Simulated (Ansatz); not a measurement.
TiAl: several calculations on one system

**1. Vibrations**

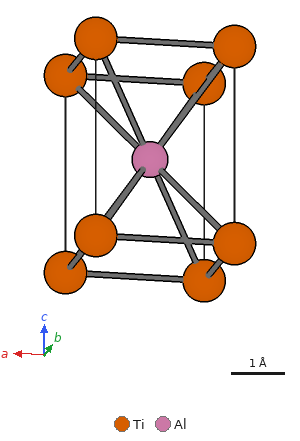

Phonons of a crystal of TiAl relaxed at 18 GPa, space group P4/mmm (No. 123), at the zone centre. Style: ball-and-stick. Shown: the cell of the calculation, from a free direction.

Level of theory: DFT PBEsol, scalar-relativistic, plane waves, PAW in Ansatz. (plane-wave cutoff 420 eV; k-point mesh 16 × 16 × 10; occupations fermi dirac; smearing width 0.15 eV; target pressure 18 GPa; no spin polarisation)

The frequencies depend somewhat on the k-mesh and the smearing.

List the optical modes.

The calculation's cell holds 2 atoms, so there are 3 optical modes, in 2 levels. The optical modes span E_u + A₂u. No level is unstable.

| level | symmetry | frequency (cm⁻¹) | activity |
| --- | --- | --- | --- |
| 1 | E_u | 316 | infrared-active |
| 2 | A₂u | 386 | infrared-active |

The crystal is a metal, so free carriers screen the infrared response.

The displacement patterns (one member of each degenerate set):

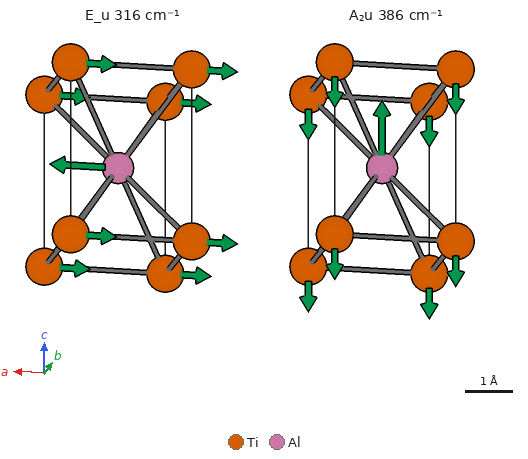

**2. Vibrations**

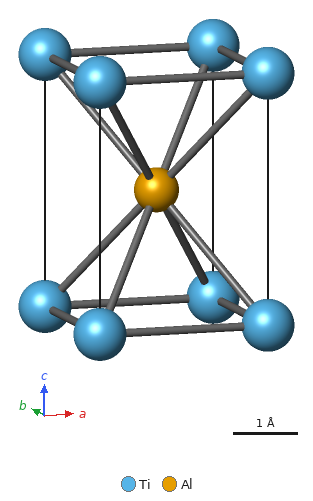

Normal modes of crystalline TiAl at 0.98 times its rest volume, space group P4/mmm (No. 123), at the zone centre. Style: ball-and-stick. Shown: the cell of the calculation, slightly off an axis.

Theory: DFT PBEsol, scalar-relativistic, plane waves, PAW in Ansatz 0.2.0.

The input:
```yaml
crystal:
  lattice:
    - [2.7779476271, 0.0, 0.0]
    - [0.0, 2.7779476271, 0.0]
    - [0.0, 0.0, 4.0151398081]
  atoms:
    - { symbol: Ti, position: [0.0, 0.0, 0.0] }
    - { symbol: Al, position: [0.5, 0.5, 0.5] }
basis:
  ecutwfc: 420
kpoints:
  mp_grid: { grid: [14, 14, 10] }
hamiltonian:
  xc: pbesol
scf:
  occupations: { method: fermi_dirac, width: 0.15 }
output:
  eigenvalues: true
phonons:
  method: dfpt
  eigenvectors: true
```

Launched with:
```bash
ansatz run input.yaml --threads 1 --pin off --max-ram 3072MiB --backend cpu --events-out ev --progress --plain --runs-dir out
```

The frequencies depend somewhat on the k-mesh and the smearing.

Give the spectrum at this point.

The calculation's cell holds 2 atoms, so there are 3 optical modes, in 2 levels. The optical modes span E_u + A₂u. No level is unstable.

| level | symmetry | frequency (cm⁻¹) | activity |
| --- | --- | --- | --- |
| 1 | E_u | 276 | infrared-active |
| 2 | A₂u | 324 | infrared-active |

The crystal is a metal, so free carriers screen the infrared response.

The displacement patterns (one member of each degenerate set):

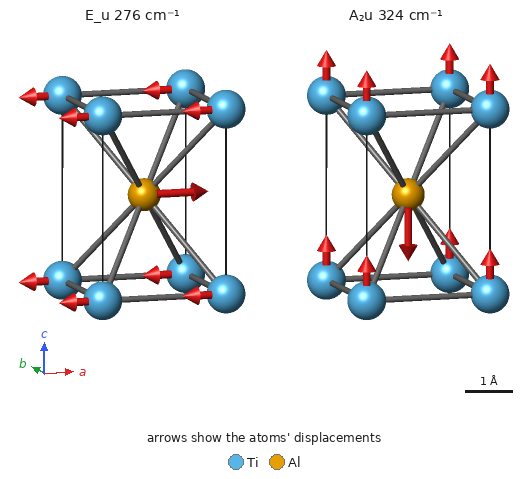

**3. One mode**

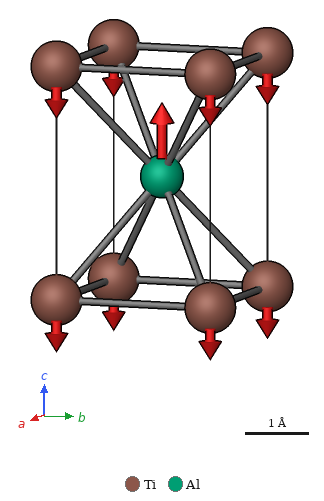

One vibrational mode of crystalline TiAl relaxed at 35 GPa at the zone centre. Displacements are drawn as red arrows; their common scale and sign are arbitrary. A ball-and-stick model of the cell of the calculation, seen slightly off an axis.

These are results of Ansatz 0.2.0, DFT PBEsol, scalar-relativistic, plane waves, PAW, not measurements.

Input file:
```yaml
crystal:
  lattice:
    - [2.6207622549, 0.0, 0.0]
    - [0.0, 2.6207622549, 0.0]
    - [0.0, 0.0, 3.7671840833]
  atoms:
    - { symbol: Ti, position: [0.0, 0.0, 0.0] }
    - { symbol: Al, position: [0.5, 0.5, 0.5] }
basis:
  ecutwfc: 420
kpoints:
  mp_grid: { grid: [16, 16, 10] }
hamiltonian:
  xc: pbesol
scf:
  occupations: { method: fermi_dirac, width: 0.15 }
output:
  eigenvalues: true
phonons:
  method: dfpt
  eigenvectors: true
```

Command:
```bash
ansatz run input.yaml --threads 1 --pin off --max-ram 3072MiB --backend cpu --events-out ev --progress --plain --runs-dir out
```

The frequencies depend somewhat on the k-mesh and the smearing.

Describe the mode and give its frequency.

Answer. This is the A₂u mode at 54.2 meV, the highest optical level, infrared-active by symmetry. The Al sublattice moves against the Ti sublattice, along c; the kinetic energy is shared as Al 64 %, Ti 36 %. The crystal is a metal, so free carriers screen the infrared response.

**4. Softest mode**

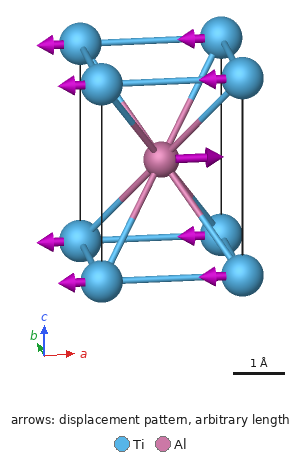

The lowest optical mode of crystalline TiAl, space group P4/mmm (No. 123), at the zone centre. The purple arrows are the displacements of the atoms (eigenvector over the root of the mass), of arbitrary overall length and sign. Style: ball-and-stick. Shown: the cell of the calculation, from a free direction.

The calculation used DFT PBEsol, scalar-relativistic, plane waves, PAW in Ansatz. Set-up: plane-wave cutoff 420 eV; k-point mesh 14 × 14 × 10; occupations fermi dirac; smearing width 0.15 eV; no spin polarisation.

The frequencies depend somewhat on the k-mesh and the smearing.

Q: Is this crystal at a minimum with respect to the drawn distortion?

A: Yes: this softest mode has a real frequency, and so have all others here. That speaks for this wave vector alone: the rest of the zone wasn't checked in this run. This is the E_u mode (doubly degenerate; one member of the set is drawn) at 33.3 meV, the lowest optical level, infrared-active by symmetry. The Al sublattice moves against the Ti sublattice, along a; the kinetic energy is shared as Al 64 %, Ti 36 %. The crystal is a metal, so free carriers screen the infrared response.

**5. Softest mode**

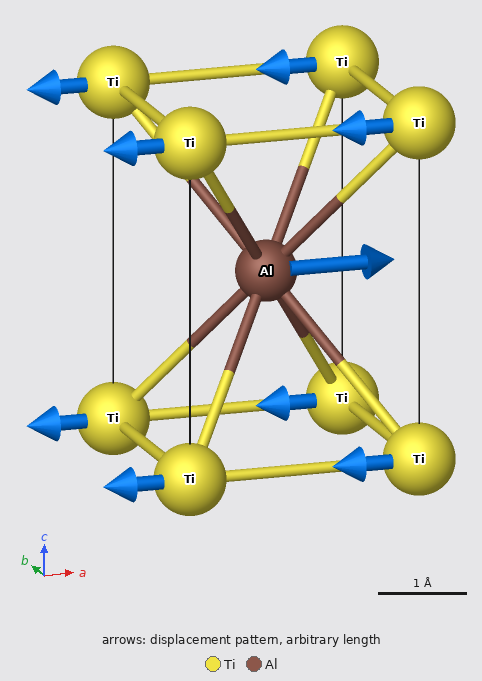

The lowest optical mode of solid TiAl relaxed at 7 GPa, space group P4/mmm (No. 123), at the zone centre. Displacements are drawn as blue arrows; their common scale and sign are arbitrary. The picture is a ball-and-stick view of the cell of the calculation, seen slightly off an axis.

Computed with Ansatz 0.2.0, DFT PBEsol, scalar-relativistic, plane waves, PAW. Set-up: plane-wave cutoff 420 eV; k-point mesh 16 × 16 × 10; occupations fermi dirac; smearing width 0.15 eV; target pressure 7 GPa; no spin polarisation.

The frequencies depend somewhat on the k-mesh and the smearing.

> Is the structure stable against all modes at this point?

Yes: this softest mode has a real frequency, and so have all others here. That speaks for this wave vector alone: the rest of the zone wasn't checked in this run. This is the E_u mode (doubly degenerate; one member of the set is drawn) at 290 cm⁻¹, the lowest optical level, infrared-active by symmetry. The Al sublattice moves against the Ti sublattice, along a; the kinetic energy is shared as Al 64 %, Ti 36 %. The crystal is a metal, so free carriers screen the infrared response.
